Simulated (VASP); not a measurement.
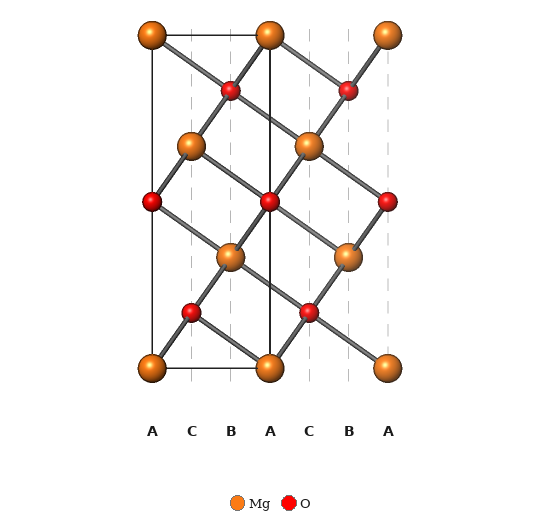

The picture looks along a close-packed row of the hexagonal mesh; [111] points upwards. The dashed lines mark the three columns A (0, 0), B (1/3, 2/3) and C (2/3, 1/3). The box is the hexagonal cell of the face-centred cubic lattice. The sequence starts with the first layer at or above the cell's origin.

System MgO; source of the atomic positions: the geometry relaxed with VASP Kohn-Sham DFT of a periodic cell, HSE03, VASP PAW PBE potentials, recommended (VASP 6.6.1).

### Give the sequence of layers in one repeat, with element and column.

Mg(A) – O(C) – Mg(B) – O(A) – Mg(C) – O(B) (six layers in 7.27 Å).

### How are the O layers alone stacked?

O layers alone: CAB, the cubic close-packed type.

### Which positions between or in the O layers do the other atoms fill?

Mg: three octahedral sites in each hexagonal cell.
